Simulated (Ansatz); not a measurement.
# A series of single points on Mn

System: Mn (4 atoms in the cell).
Method: DFT, m-r2SCAN, plane waves (500 eV) with PAW, scalar-relativistic, spin-polarised (Ansatz 0.2.0).

The 5 runs differ only in the geometry, by an even scaling of the cell at fixed fractional positions.

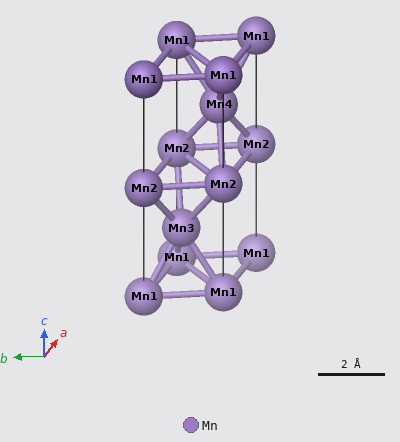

Figure 1. The structure of run 3 (ball-and-stick view of the cell of the calculation, seen at an oblique angle; atoms are numbered from 1 in the order of the input).

### Input of run 3
```yaml
crystal:
  lattice:
    - [2.4253567651, 0.0, 0.0]
    - [-1.2126783825, 2.1004205718, 0.0]
    - [0.0, 0.0, 7.847318766]
  atoms:
    - { symbol: Mn, position: [1.0, 0.0, 0.0], spin: 3.0 }
    - { symbol: Mn, position: [1.0, 0.0, 0.5], spin: 3.0 }
    - { symbol: Mn, position: [0.3333333333, 0.6666666667, 0.25], spin: -3.0 }
    - { symbol: Mn, position: [0.6666666667, 0.3333333333, 0.75], spin: -3.0 }
hamiltonian:
  xc: mr2scan
  pseudopotentials:
    kind: paw
    azcp:
      Mn: "pseudopotentials/Mn.paw.azcp"
basis:
  ecutwfc: 500
  fft_grid_basis: typed
kpoints:
  mp_grid: { grid: [16, 16, 5], shift: [0, 0, 0] }
magnetization:
  spin_polarized: true
scf:
  occupations: { method: fermi_dirac, width: 0.05 }
  lower_state_search: "off"
output:
  stress: true
```

Run 2 differs from it as follows:
```diff
-    - [2.4253567651, 0.0, 0.0]
-    - [-1.2126783825, 2.1004205718, 0.0]
-    - [0.0, 0.0, 7.847318766]
+    - [2.3911922599, 0.0, 0.0]
+    - [-1.1955961299, 2.0708332424, 0.0]
+    - [0.0, 0.0, 7.7367784253]
```

### Results, with one run withheld

| run | volume per atom (Å³) | free energy per atom, from the lowest run given (meV) | pressure (GPa) |
| --- | --- | --- | --- |
| 1 | 9.161 | 181.60 | 52.11 |
| 2 | 9.578 | ? | ? |
| 3 | 9.994 | 17.36 | 13.82 |
| 4 | 10.411 | 0.00 | 0.03 |
| 5 | 10.827 | 14.90 | −11.10 |

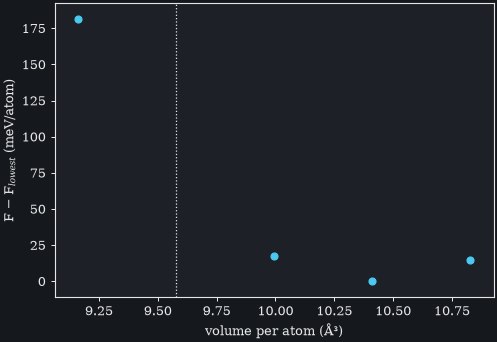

Figure 2. Free energy per atom of the runs given; the dotted line marks run 2.

What should run 2 give?

A quadratic polynomial in V^(−2/3) (the Birch–Murnaghan form), fitted to the 4 runs given, misses them by at most 0.14 meV per atom. With x = V^(−2/3) − 0.21450 Å⁻², it reads F = 11.777 + 4979.2 x + 5.2021e+05 x² (meV per atom). At run 2 it gives 74.92 meV per atom, and the run itself gives 74.70. The slope of the fit gives a pressure −dF/dV of 30.90 GPa there, and the run prints 30.91 GPa. The fit has its minimum at 10.413 Å³ per atom, where V d²F/dV² gives 313 GPa. Cell shape and fractional positions are held, so this is the stiffness under even scaling; the relaxed bulk modulus wasn't computed.

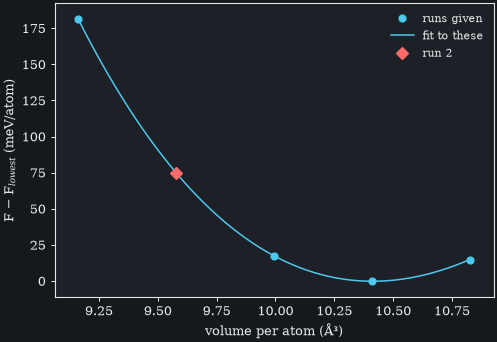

Figure 3. The fit and the withheld run.

### Output, shortened to warnings, some set-up lines, iterations and results (run 2)
```
WARN: the starting moments were not kept: the SCF closed with an absolute magnetisation of 2.6e-5 μB, where they sum to 12 μB in size (4 sites). That is at most 0.1 of that sum. Measured as dr2_m measures the in/out step, that magnetisation stands 3.3e-10 eV from none, at or under the dr2_threshold of 1.0e-7 eV: it is no larger than a step whose dr2_m would equal this threshold. The system may …
Basis set: ecut = 500 eV, 1007 PW (Γ), exchange–correlation on 72×72×240 points (64 copies of the dense FFT grid, shifted against one another)
Symmetry: 24 space group operations
k-points: 90 of 1280
Initial density: superposition of atomic densities (chi_scale 0.1, normalization cell)
[...]
SCF iter   1: F=-15610.351729 eV  HF=-15612.331881 eV  |F-HF|=1.98e0  |Δ(HF+E_count)|=         —  Δρ=1.61e-1 (↑1.58e-1 ↓1.61e-1)  dr2=3.90e0  dr2_τ=1.70e-1  dr2_m=7.58e0  …
SCF iter   2: F=-15612.231410 eV  HF=-15612.014735 eV  |F-HF|=2.17e-1  |Δ(HF+E_count)|=   3.17e-1  Δρ=1.10e-1 (↑1.10e-1 ↓1.10e-1)  dr2=8.03e-1  dr2_τ=8.98e-2  dr2_m=4.00e0  …
SCF iter   3: F=-15612.912335 eV  HF=-15612.661529 eV  |F-HF|=2.51e-1  |Δ(HF+E_count)|=   6.47e-1  Δρ=7.86e-2 (↑6.53e-2 ↓7.86e-2)  dr2=1.73e-1  dr2_τ=3.44e-2  dr2_m=1.79e0  …
SCF iter   4: F=-15607.394026 eV  HF=-15613.457405 eV  |F-HF|=6.06e0  |Δ(HF+E_count)|=   7.96e-1  Δρ=9.89e-2 (↑9.89e-2 ↓1.72e-2)  dr2=6.57e0  dr2_τ=2.59e-2  dr2_m=6.14e-1  …
SCF iter   5: F=-15613.344375 eV  HF=-15613.371651 eV  |F-HF|=2.73e-2  |Δ(HF+E_count)|=   8.58e-2  Δρ=3.08e-2 (↑1.89e-2 ↓3.08e-2)  dr2=1.27e-1  dr2_τ=4.03e-3  dr2_m=1.94e-1  …
[... 12 lines ...]
SCF iter  18: F=-15613.605458 eV  HF=-15613.605458 eV  |F-HF|=8.66e-8  |Δ(HF+E_count)|=   7.42e-7  Δρ=3.25e-6 (↑3.25e-6 ↓2.24e-6)  dr2=5.61e-10  dr2_τ=3.47e-11  dr2_m=2.15e-9 …
SCF iter  19: F=-15613.605458 eV  HF=-15613.605458 eV  |F-HF|=1.30e-8  |Δ(HF+E_count)|=   8.55e-8  Δρ=1.89e-6 (↑1.89e-6 ↓1.21e-6)  dr2=7.40e-10  dr2_τ=1.59e-11  …
SCF iter  20: F=-15613.605458 eV  HF=-15613.605458 eV  |F-HF|=5.50e-9  |Δ(HF+E_count)|=   8.25e-9  Δρ=9.39e-7 (↑9.39e-7 ↓5.50e-7)  dr2=6.42e-11  dr2_τ=2.38e-12  …
SCF iter  21: F=-15613.605458 eV  HF=-15613.605458 eV  |F-HF|=3.49e-10  |Δ(HF+E_count)|=   6.17e-9  Δρ=3.51e-7 (↑3.51e-7 ↓2.35e-7)  dr2=3.11e-11  dr2_τ=7.06e-13  …
SCF 1 converged in 21 iterations: F = -15613.605458 eV  dr2 = 3.11e-11
this state was not tested for a lower state beside it, because the mixer in use, unlike msr1, does not test its closes by its own steps (another_mixer; see scf.mixing.algorithm and scf.lower_state_search)
SCF converged after 21 iterations
Magnetization: 0.0000 μB (30.0000 up, 30.0000 down)
Absolute magnetization: 0.0000 μB (∫|ρ↑−ρ↓|, with the PAW one-centre terms)
Spin contamination: 0.0000 ħ² per cell (⟨S²⟩ above its minimum at these occupations)
Per-site moments (μB) at R_I (Å): [(8.17826106832532e-6, 0.9802446290626268), (8.178261068401938e-6, 0.980244629062627), (4.341952502678549e-6, 0.980244629062627), (4.34195250258707e-6, 0.9802446290626268)]
Free energy (F): -15613.605458 eV
Harris-Foulkes:  -15613.605458 eV  (|F-HF|=3.49e-10)
Internal energy: -15613.572810 eV  (E = F + TS)
E sigma→0 (E₀):  -15613.589134 eV
Entropy (-TS):   -0.032648 eV (-8.162 meV/atom)
Fermi energy:    23.045464 eV
--- Per-component energies (eV) ---
  E_band       = -543.888034
  E_kinetic    = 1250.509620
  E_local      = -5754.529701  (includes V_loc(G=0)·N_el)
  E_nonlocal   = 947.780521
  E_hartree    = 2431.939244
  E_xc         = -453.514221
  E_vxc        = -669.429694  (∫ρ·V_xc dr)
  E_paw        = -5222.055998  (= ΣΔE_a)
  E_vpaw       = -1228.438074  (= ΣTr[D̂ρ^β])
  E_aug_tail   = -0.000019  (compensation charges beyond the density's cutoff)
  E_vtau       = 46.340612  (kinetic-family band-sum trace: ∫τ·v_τ [+ j·A + Jᵃ·Aᵃ] dr)
  E_ewald      = -8812.570083
  E_core_change = -1.132172  (= ΣΔE_core)
  E_smearing   = -0.032648  (= −TS)
  E_closure    = 0.000000  (closes the sum)
  Σ components = -15613.605458   (vs F -15613.605458, Δ=0.00e0)
--- Stress (GPa, compression-positive) ---
       30.832954       0.000000       0.000000
        0.000000      30.832954      -0.000000
        0.000000      -0.000000      31.075037
  P = ⅓ Tr σ = 30.9136 GPa (309.136 kbar)
```

The program warns: some starting moments were not kept; the state was not tested for a lower one.
